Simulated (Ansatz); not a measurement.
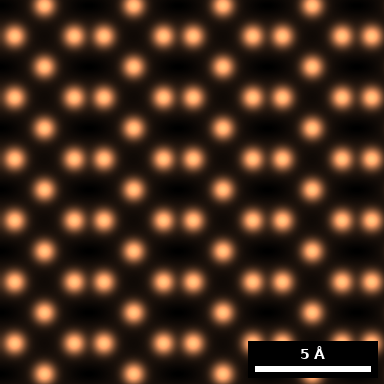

Dark-field STEM-like image of Pt. Simulated incoherent Z contrast: every atom adds Z^1.6 spread by a probe of 0.61 Å full width; channelling and multiple scattering are left out. The probe carries 25 % of its weight in a tail 2.5 times as wide. The display is stretched by a gamma of 0.65; percentages refer to the linear signal.

Question: What two-dimensional lattice does the image show, and how large is its cell?

Answer: The pattern repeats on a rectangular net of 2.7 × 3.9 Å.

Question: Which plane group does this projection have?

Answer: p2mm: mirror lines in two perpendicular directions, with twofold points where they cross.

Question: How many columns does the smallest repeating cell hold, and how many levels of brightness?

Answer: 3 columns in the primitive cell of 10.5 Å², all of one brightness.

The crystal is Pt (P6/mmm, No. 191) seen along [100]. Structure: the geometry given to an electronic-structure calculation, possibly off equilibrium; the starting structure was generated, so it need not be a known form of this composition.
